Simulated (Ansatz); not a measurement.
**Zn₆O: density, localisation and related maps**

Input file:

```
crystal:
  lattice:
    - [2.9422971194, 0.0, 0.0]
    - [-1.4711485597, 2.5481040508, 0.0]
    - [0.0, 0.0, 13.0999103411]
  atoms:
    - { symbol: Zn, position: [0.3333333333, 0.6666666667, 0.4189540503] }
    - { symbol: Zn, position: [0.6666666667, 0.3333333333, 0.5810459497] }
    - { symbol: Zn, position: [0.6666666667, 0.3333333333, 0.898043248] }
    - { symbol: Zn, position: [0.3333333333, 0.6666666667, 0.101956752] }
    - { symbol: Zn, position: [0.6666666667, 0.3333333333, 0.2593943906] }
    - { symbol: Zn, position: [0.3333333333, 0.6666666667, 0.7406056094] }
    - { symbol: O, position: [0.0, 0.0, 0.0] }
basis:
  ecutwfc: 420
kpoints:
  mp_grid: { grid: [12, 12, 4] }
  band_path:
    path:
      - [[0.0, 0.0, 0.0], [0.5, 0.0, 0.0], [0.33333333, 0.33333333, 0.0], [0.0, 0.0, 0.0], [0.0, 0.0, 0.5], [0.5, 0.0, 0.5], [0.33333333, 0.33333333, 0.5], [0.0, 0.0, 0.5]]
      - [[0.5, 0.0, 0.5], [0.5, 0.0, 0.0]]
      - [[0.33333333, 0.33333333, 0.5], [0.33333333, 0.33333333, 0.0]]
    npoints: 14
hamiltonian:
  xc: pbe
scf:
  occupations: { method: gaussian, width: 0.1 }
  n_extra_bands: 17
output:
  forces: true
  stress: true
  eigenvalues: true
  populations: true
  dos: { projected: true, de: 0.02, nscf_kmesh: { grid: [15, 15, 5] } }
  bader: true
  write_density: true
  write_potential: true
  elf: true
  volumetric_format: npy
```

Command:

```sh
ansatz run input.yaml --threads 1 --pin off --max-ram 2560MiB --backend cpu --events-out ev --progress --plain --runs-dir out
```

Below, planes, directions and counts refer to the conventional cell (a = 2.94 Å, b = 2.94 Å, c = 13.10 Å, α = 90.00°, β = 90.00°, γ = 120.00°).

Space group P-3m1; a generated structure, not necessarily the stable one.

These are results of DFT PBE, scalar-relativistic, plane waves, PAW in Ansatz 0.2.0, not measurements.

The density is the valence pseudo-density of a PAW calculation; it isn't the true density close to the nuclei.

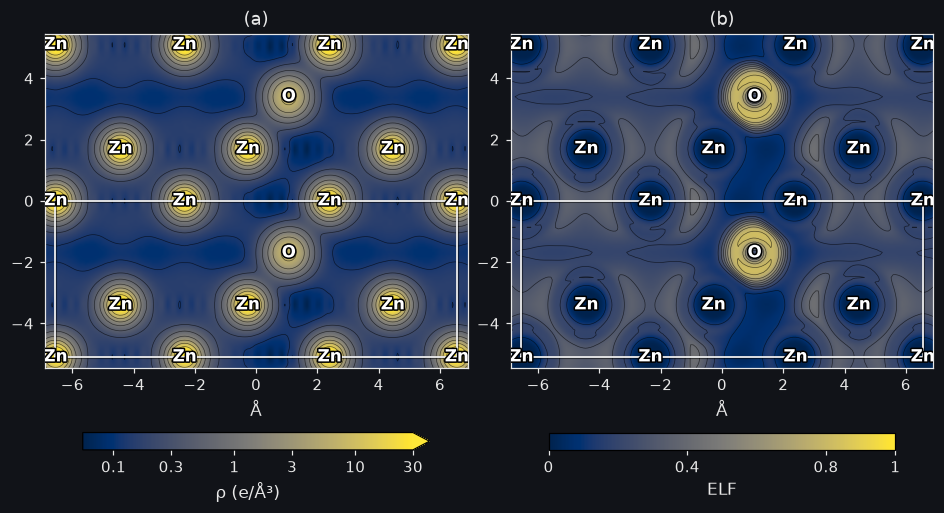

Figure 1. (a) valence pseudo-density; (b) ELF on the (110) plane of the conventional cell.

What do the fields say about this system?

Answer. Atoms in the plane: Zn and O.
Zn–O (2.16 Å): ρ at the midpoint is about 0.39 e/Å³; the ELF peaks at about 0.80 in the valence shell of O, 0.6 Å from its nucleus, and is about 0.15 at the midpoint: no shared electron pair shows on this line.
Between the atoms the lowest density in this plane is 0.06 e/Å³.

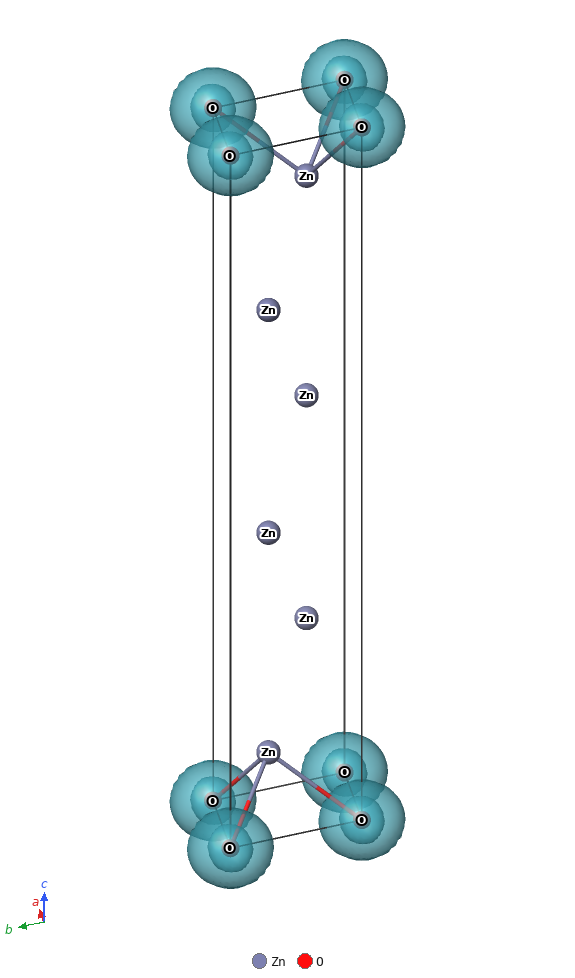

Figure 2. Isosurface of the electron localisation function at 0.75 (cyan), seen at an oblique angle. Only the valence region is drawn (cores and ρ < 0.01 e/Å³ removed). Sticks mark near contacts.

What do the ELF domains correspond to?

Answer. The surface consists of one region wrapped around O (its valence shell), counted in one cell of 7 atoms. Regions shared between cells count once.

Does the calculation make it a metal, or give it a gap?

Answer. It is gapless in this calculation (a metal or semimetal).

What Bader charges does the calculation give?

Answer. Electrons move from Zn towards O. Bader charges: Zn −0.02 to +0.65 and O −1.25 e.
